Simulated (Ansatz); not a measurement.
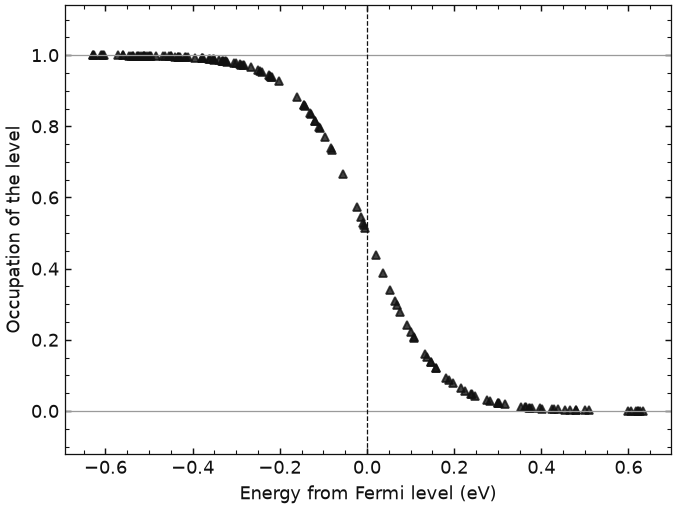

Occupations of the one-electron levels of the k mesh against their energy, from a run on Tc, space group P6_3/mmc (No. 194), 2 atoms in the cell, with Ansatz.

Question: Name the smearing function and its width.

Answer: Fermi-Dirac smearing with a width of 0.08 eV. The occupations stay between 0 and 1 and have long exponential tails; the slope at the Fermi level is 1/(4 × width).
